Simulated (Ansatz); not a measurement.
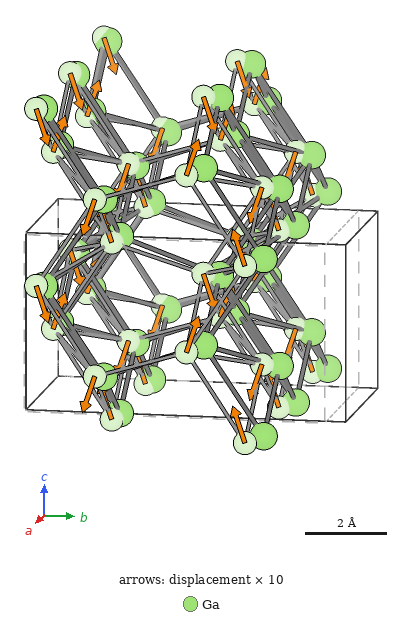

A symmetric starting cell of Ga, drawn pale, and a changed version of it, drawn solid. The orange arrows show how the atoms are displaced (without the part that the change of the cell carries along), magnified 10 times. Besides, the cell is strained by +6.4 % along b, +0.1 % along c, −5.2 % along a (volume +1.0 %). Style: ball-and-stick. Shown: the conventional cell (2 times the calculation's cell), repeated 2 × 1 × 2 with one cell outlined, slightly off an axis. Lengths and directions refer to the drawn axes.

Level of theory: DFT PBEsol, scalar-relativistic, plane waves, PAW in Ansatz. Settings: plane-wave cutoff 420 eV; k-point mesh 12 × 12 × 10; occupations gaussian; smearing width 0.1 eV; no spin polarisation.

Q: How are the atoms displaced, and what does the calculation give?

A: Atoms are displaced by 0.10 Å relative to the cell. No relaxation follows. The starting cell wasn't computed here and needn't be at equilibrium, so pressure and forces aren't due to the change alone. The pressure is −0.1 GPa (not all of it need come from the change, since the unchanged cell can be under pressure at this level too). The principal stresses (compression positive) are 5.0 GPa along a, 1.5 GPa along c, −6.9 GPa along b. The largest forces, 0.6 eV/Å, act on 4 Ga atoms of the calculation's cell. The forces mostly point back along the displacements (cosine −0.92). Near-neighbour distances before and after: Ga–Ga 2.437 → 2.700 Å, Ga–Ga 2.736 → 2.533 Å, Ga–Ga 2.795 → 2.775 Å, Ga–Ga 2.706 → 2.725 Å. The space group stays Cmce (No. 64).
